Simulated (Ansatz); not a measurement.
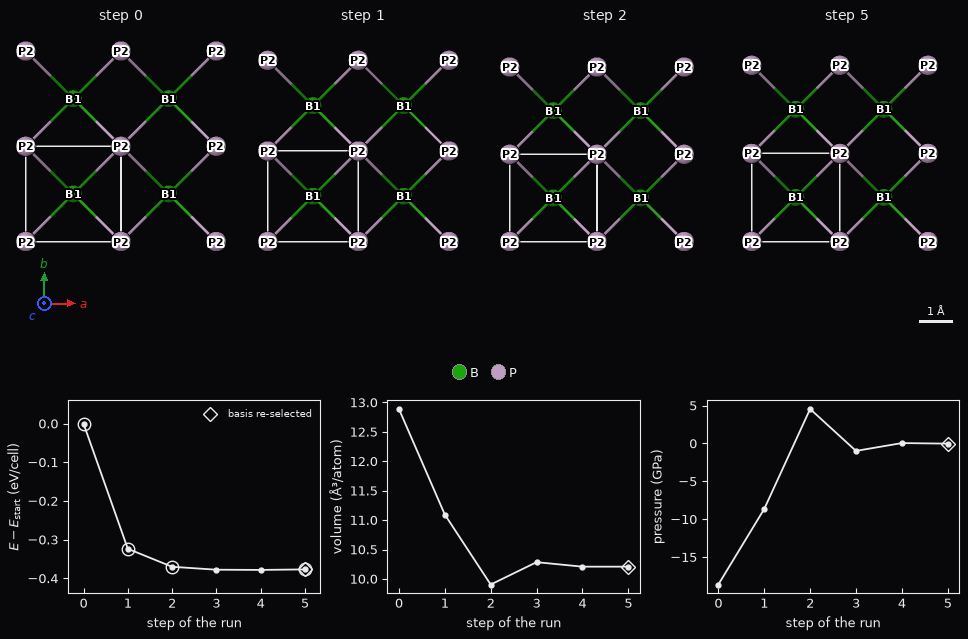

Frames of a relaxation of a crystal of BP (a generated structure, set up in Pm-3m) (coarse preliminary run), marked on the history of the run. Style: ball-and-stick. Shown: the cell of the calculation, repeated 2 × 2 × 1 with one cell outlined, along the c axis.

Level of theory: DFT PBE, scalar-relativistic, plane waves, PAW (Ansatz).

The input:
```yaml
crystal:
  lattice:
    - [2.95404935, 0.0, 0.0]
    - [0.0, 2.95404935, 0.0]
    - [0.0, 0.0, 2.95404935]
  atoms:
    - { symbol: B, position: [0.5, 0.5, 0.5] }
    - { symbol: P, position: [0.0, 0.0, 0.0] }
basis:
  ecutwfc: 420
kpoints:
  mp_grid: { grid: [6, 6, 6] }
hamiltonian:
  xc: pbe
scf:
  occupations: { method: gaussian, width: 0.1 }
  lower_state_search: "off"
output:
  forces: true
  stress: true
  eigenvalues: true
relax:
  adjacent_minimum: "off"
  f_tol: 0.04
  max_steps: 70
  cell: { stress_tol: 0.4 }
```

Command:
```bash
ansatz run input.yaml --threads 1 --pin off --max-ram 2048MiB --backend cpu --events-out ev --progress --plain --runs-dir out
```

### Describe the path.

No atom moves by more than 0.005 Å relative to the cell. The drawn cell changes as follows: a = b = c 2.954 → 2.733 Å (−7.5 %); the volume changes by −20.8 %. Near-neighbour distances that change, for instance: B1–P2 2.558 → 2.367 Å. The space group stays Pm-3m (No. 221). The energy falls by 0.377 eV per cell of the calculation in 4 accepted moves (5 points after the start). All forces vanish by symmetry, so only the cell relaxes. The pressure goes from −18.61 to −0.02 GPa. The SCF was repeated once at an unchanged geometry on a basis and grid sized afresh for the cell, which shifted the energy by 1.3 meV per cell of the calculation at most. From step 0 to 1: volume −13.9 %, energy −0.323 eV per cell of the calculation. From step 1 to 2: volume −10.7 %, energy −46.5 meV per cell of the calculation. From step 2 to 5: volume +3.1 %, energy −6.8 meV per cell of the calculation.

```json
{"step": "0", "E − E(0), meV/atom": "0.00", "pressure, GPa": "-18.61", "volume, Å³/atom": "12.889", "note": ""}
{"step": "1", "E − E(0), meV/atom": "-161.73", "pressure, GPa": "-8.64", "volume, Å³/atom": "11.094", "note": ""}
{"step": "2", "E − E(0), meV/atom": "-185.00", "pressure, GPa": "4.55", "volume, Å³/atom": "9.904", "note": ""}
{"step": "3", "E − E(0), meV/atom": "-188.80", "pressure, GPa": "-0.98", "volume, Å³/atom": "10.285", "note": ""}
{"step": "4", "E − E(0), meV/atom": "-189.07", "pressure, GPa": "0.05", "volume, Å³/atom": "10.208", "note": ""}
{"step": "5", "E − E(0), meV/atom": "-188.41", "pressure, GPa": "-0.02", "volume, Å³/atom": "10.208", "note": "same geometry, new basis"}
```
